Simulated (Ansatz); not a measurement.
The calculation's input:

```
crystal:
  lattice:
    - [-0.0283892464, 2.8389246377, 2.8389246377]
    - [2.8389246377, -0.0283892464, 2.8389246377]
    - [2.8389246377, 2.8389246377, -0.0283892464]
  atoms:
    - { symbol: Al, position: [-0.0006931599, -0.0006931599, -0.0006931599] }
    - { symbol: As, position: [0.2506931599, 0.2506931599, 0.2506931599] }
kpoints:
  mp_grid: { grid: [8, 8, 8] }
  band_path:
    path:
      - [0.0, 0.0, 0.0]
      - [-0.5, -0.5, 0.0]
      - [-0.375, -0.375, 0.25]
      - [-0.375, 0.0, 0.375]
      - [0.0, 0.0, 0.5]
      - [-0.5, -0.25, 0.25]
      - [0.0, 0.5, 0.5]
    npoints: 1
hamiltonian:
  xc: r2scan
scf:
  occupations: { method: fixed }
  n_extra_bands: 4
output:
  forces: true
  stress: true
  eigenvalues: true
  write_density: true
  write_potential: true
  elf: true
  volumetric_format: npy
```

Run with:

```sh
ansatz run input.yaml --threads 2 --pin off --max-ram 18432MiB --backend cpu --events-out ev --progress --plain --runs-dir out
```

Below, planes, directions and counts refer to the conventional cell (a = 4.05 Å, b = 4.05 Å, c = 9.79 Å, α = 90.00°, β = 90.00°, γ = 120.00°).

Space group R3m; started from the zincblende prototype, which need not be the ambient phase; changed on purpose from its base cell (epitaxial 111 strain +1.0%).

These are results of Ansatz, DFT, r2SCAN, plane waves, PAW, not measurements.

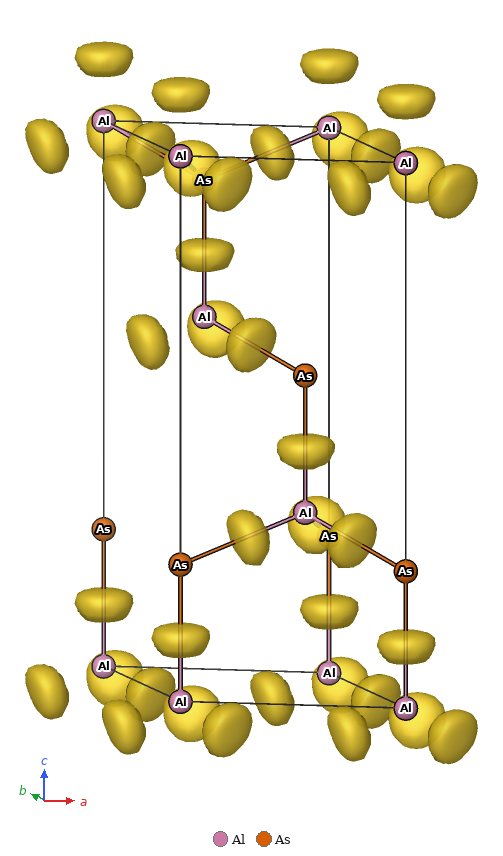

AlAs. Isosurface of the ELF at 0.85 (yellow), seen slightly off an axis. Core shells and regions of very low density are left out. Sticks mark near contacts.

In a PAW calculation such maps are meaningful between the atoms, not at the nuclei.

**Where are the electrons localised?**

At this value the surface marks out twelve regions between bonded Al–As atoms (shared pairs), counted in one cell of 6 atoms. Regions shared between cells count once. Along the contacts the grid gives the following. Al–As (2.46 Å): the ELF peaks at about 0.95 between the atoms: a shared electron pair.
